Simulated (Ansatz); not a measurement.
Cell and atoms:

```
CELL_PARAMETERS angstrom
3.14950 0.00000 0.00000
-1.57475 2.72755 0.00000
0.00000 0.00000 6.64569
ATOMIC_POSITIONS crystal
Mo 0.00000 0.00000 0.00000
S 0.66667 0.33333 0.23576
S 0.66667 0.33333 0.76424
```

> Summarise the structure in words.

This is MoS2. Space group P-6m2 (No. 187), lattice primitive hexagonal. The cell has 3 atoms, namely 1 Mo, 2 S. About every Mo there are six S in a trigonal prismatic arrangement at 2.40 Å. Each S has three Mo in a trigonal pyramidal arrangement at 2.40 Å. Not all metal-metal contacts are counted. The bonds build MoS2 layers parallel to (001).

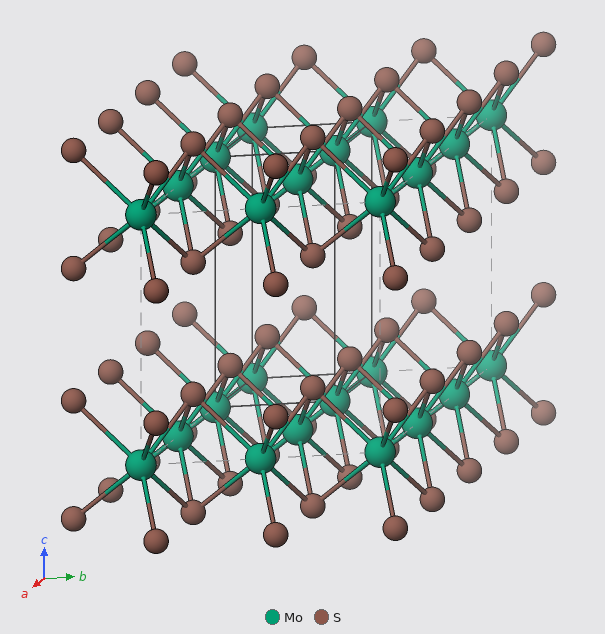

Shown here is a ball-and-stick view of the crystal, taken slightly off an axis. The conventional unit cell (solid box) is repeated to 3×2×1 cells. Some atoms of the next cells are drawn as well.

Its origin is a structure listed in the Materials Project. Earlier steps of the study, as a rule a relaxation of our own, may have changed the cell and positions, so they can lie some per cent off the listed ones. It was run through Ansatz as a DFT input.
